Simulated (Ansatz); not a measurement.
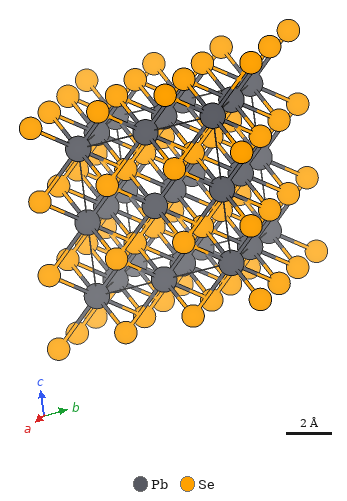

Starting frame of a dynamics run of a 16-atom cell of PbSe (built on the measured structure type). A ball-and-stick model of the reduced simulation cell, seen slightly off an axis. Bonds to atoms that aren't drawn are left out. Lengths and directions refer to the drawn axes.

Computed with DFT, PBE, plane waves, PAW (Ansatz 0.2.0).

Input file:
```yaml
crystal:
  lattice:
    - [0.0, 6.139378729, 6.139378729]
    - [6.139378729, 0.0, 6.139378729]
    - [6.139378729, 6.139378729, 0.0]
  atoms:
    - { symbol: Pb, position: [0.0, 0.0, 0.0] }
    - { symbol: Se, position: [0.25, 0.25, 0.25] }
    - { symbol: Pb, position: [0.0, 0.0, 0.5] }
    - { symbol: Se, position: [0.25, 0.25, 0.75] }
    - { symbol: Pb, position: [0.0, 0.5, 0.0] }
    - { symbol: Se, position: [0.25, 0.75, 0.25] }
    - { symbol: Pb, position: [0.0, 0.5, 0.5] }
    - { symbol: Se, position: [0.25, 0.75, 0.75] }
    - { symbol: Pb, position: [0.5, 0.0, 0.0] }
    - { symbol: Se, position: [0.75, 0.25, 0.25] }
    - { symbol: Pb, position: [0.5, 0.0, 0.5] }
    - { symbol: Se, position: [0.75, 0.25, 0.75] }
    - { symbol: Pb, position: [0.5, 0.5, 0.0] }
    - { symbol: Se, position: [0.75, 0.75, 0.25] }
    - { symbol: Pb, position: [0.5, 0.5, 0.5] }
    - { symbol: Se, position: [0.75, 0.75, 0.75] }
kpoints:
  mp_grid: { grid: [2, 2, 2] }
hamiltonian:
  xc: pbe
scf:
  occupations: { method: fermi_dirac, width: 0.052 }
md:
  ensemble: nve
  temperature: 600
  timestep: 1.5
  n_steps: 40
  initial_velocities: maxwell_boltzmann
  seed: 9739
```

Command:
```bash
ansatz run input.yaml --threads 4 --pin off --max-ram 3686MiB --backend cpu --events-out ev --progress --plain --runs-dir out
```

Question: What does the trajectory do?

Answer: Over the second half the temperature averages 346 K (spread ±68 K). The potential energy is still drifting at the end, so the run hasn't reached equilibrium. The potential energy in the second half lies on average 30.8 meV per atom above the first frame. Root-mean-square distances from the starting positions over the second half, with the common drift of all atoms taken out: Se 0.15 Å, Pb 0.12 Å. The run lasts only 60 fs, too short to tell vibration from diffusion. The total energy stays between −6.3e−05 and 0.0099 meV per atom of its start. A straight-line fit has a slope that amounts to +0.011 meV per atom over 60 fs (under 0.1 % of the mean kinetic energy), its mean offset in the second half is under 0.1 %, and the ripple about the line is under 0.1 % of the kinetic energy's fluctuation. With a drift under 2 % and a ripple under 7 %, the integration is accurate.

Along the run (each row but the first and the last is the mean over the interval that it begins):

```csv
time (fs),potential energy (meV/atom),T (K)
0.0,0.0,600
9.0,3.4,572
18.0,9.2,524
27.0,17.2,458
36.0,26.2,384
45.0,34.7,313
54.0,39.1,277
```

The paths of the atoms, magnified 3 times:

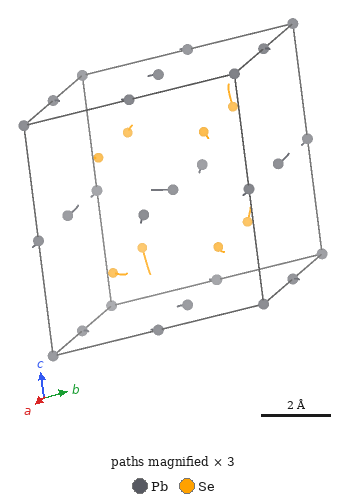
